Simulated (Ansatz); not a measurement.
Consider SiO₂.

Input file:

```
crystal:
  lattice:
    - [-2.4731478958, 2.4731478958, 3.6568456644]
    - [2.4731478958, -2.4731478958, 3.6568456644]
    - [2.4731478958, 2.4731478958, -3.6568456644]
  atoms:
    - { symbol: Si, position: [0.0, 0.0, 0.0] }
    - { symbol: Si, position: [0.75, 0.25, 0.5] }
    - { symbol: O, position: [0.375, 0.2231326432, 0.3481326432] }
    - { symbol: O, position: [0.9731326432, 0.625, 0.8481326432] }
    - { symbol: O, position: [0.7768673568, 0.125, 0.1518673568] }
    - { symbol: O, position: [0.875, 0.0268673568, 0.6518673568] }
kpoints:
  mp_grid: { grid: [4, 4, 4] }
  band_path:
    path:
      - [0.0, 0.0, 0.0]
      - [0.0, 0.0, 0.5]
      - [0.25, 0.25, 0.25]
      - [0.0, 0.5, 0.0]
      - [0.5, 0.5, -0.5]
      - [0.3643475653, 0.6356524347, -0.3643475653]
      - [-0.3643475653, 0.3643475653, 0.3643475653]
      - [-0.2286951306, 0.2286951306, 0.5]
      - [0.5, 0.5, -0.2286951306]
    npoints: 1
hamiltonian:
  xc: pbe0
scf:
  occupations: { method: fixed }
  n_extra_bands: 5
output:
  forces: true
  stress: true
  eigenvalues: true
  write_density: true
  write_potential: true
  elf: true
  volumetric_format: npy
```

Command:

```sh
ansatz run input.yaml --threads 4 --pin off --max-ram 6451MiB --backend cpu --events-out ev --progress --plain --runs-dir out
```

Below, planes, directions and counts refer to the conventional cell (a = 4.95 Å, b = 4.95 Å, c = 7.31 Å, α = 90.00°, β = 90.00°, γ = 90.00°).

Space group I-42d; a structure from a database of computed crystals, not necessarily the ambient phase; started from the database structure prototype, which need not be the ambient phase.

The calculation used DFT, PBE0, plane waves, PAW (Ansatz).

Q: What will maps of the valence pseudo-density and electron localisation function show?

A: Si–O (1.61 Å): ρ is about 1.3 e/Å³ halfway; the ELF peaks at about 0.85 between the atoms; a short, strongly polar bond.

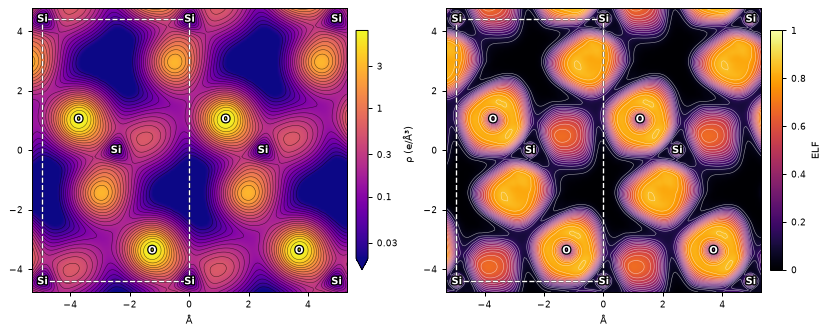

Computed valence pseudo-density and electron localisation function on the (101) plane of the conventional cell, in this order. Atoms just off the plane (O, 0.5 Å away) can leave unmarked features too.

In a PAW calculation such maps are meaningful between the atoms, not at the nuclei.
